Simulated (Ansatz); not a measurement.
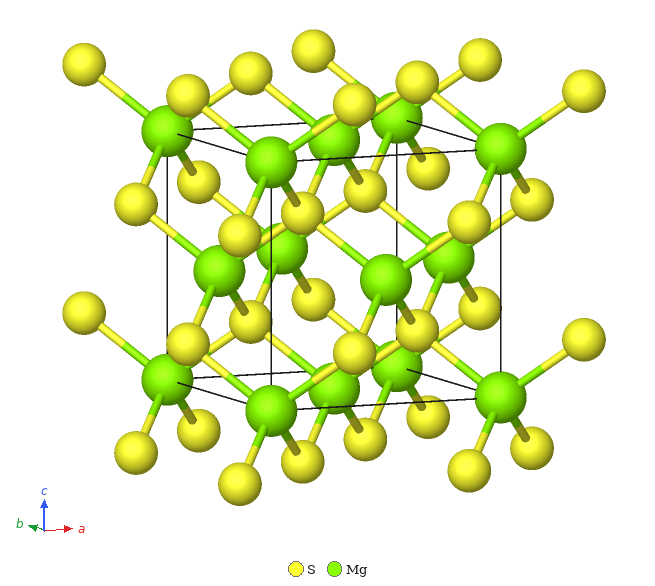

Structure drawing (ball-and-stick), viewed slightly off an axis. The wireframe shows the drawn cell (a repeat of the simulation cell). The first bonded neighbours in the surrounding cells are also shown.

MgS, a = 5.662 Å, b = 5.804 Å, c = 5.662 Å, α = 90.00°, β = 90.00°, γ = 90.00°. Strictly the space group is I-4m2 (No. 119, within 0.01 Å). It is a distorted form of a face-centred cubic structure, space group F-43m (No. 216) within 0.25 Å: zinc blende (sphalerite type). The initial geometry was a structure listed in the Materials Project. The cell was then strained or its atoms displaced on purpose. Ansatz was used for an electronic-structure calculation on it.

This one geometry was computed with Ansatz (DFT, plane waves, PAW) at three levels of theory: PBE, r2SCAN and HSE06. It was relaxed with r2SCAN and then strained.

How does the band gap change with the level of theory?

PBE: a gap of 3.32 eV, direct; r2SCAN: a gap of 3.98 eV, direct; HSE06: a gap of 4.37 eV, direct.

Collect the results in a table.

| level | cutoff (eV) | k-mesh of the run's cell | gap (eV) | pressure (GPa) |
| --- | --- | --- | --- | --- |
| PBE | 420 | 8×8×8 | 3.32 | -0.3 |
| r2SCAN | 500 | 8×8×8 | 3.98 | -1.4 |
| HSE06 | 420 | 6×6×6 | 4.37 | -1.4 |

Gaps are taken on the k-mesh or band path of each run.
